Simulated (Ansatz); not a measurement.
BiH2

```xyz
3
Lattice="3.8174 0.0000 0.0000 -1.9087 3.3060 0.0000 0.0000 0.0000 3.3092" Properties=species:S:1:pos:R:3 pbc="T T T"
Bi    0.0000    0.0000    0.0000
H     0.0000    2.2040    2.7808
H     1.9087    1.1020    0.5285
```

Space group P-3m1; a structure generated by program, which may or may not match a known phase; computed without spin polarisation.

Method: DFT PBE+D3(BJ), scalar-relativistic, plane waves, PAW (Ansatz 0.2.0).

Q: Predict the valence pseudo-density and electron localisation function between the atoms.

A: Bi–H (2.27 Å): ρ is about 0.44 e/Å³ halfway; the ELF climbs to about 1 towards the hydrogen.
Bader's partition of the density gives Bi +0.76 and H −0.38 e.

Q: How much charge does the calculation move between the atoms?

A: Electrons move from Bi towards H. Bader charges: Bi +0.76 and H −0.38 e.

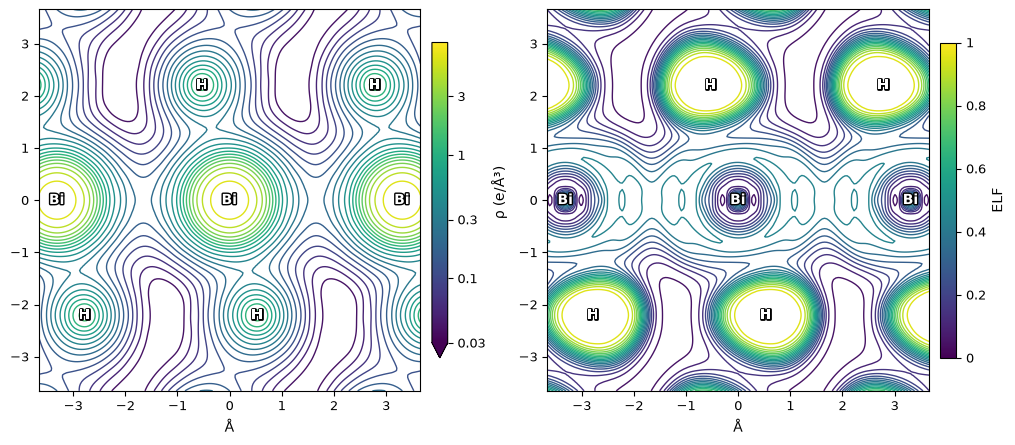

Computed valence pseudo-density and electron localisation function on the (110) plane of the conventional cell, in this order. 
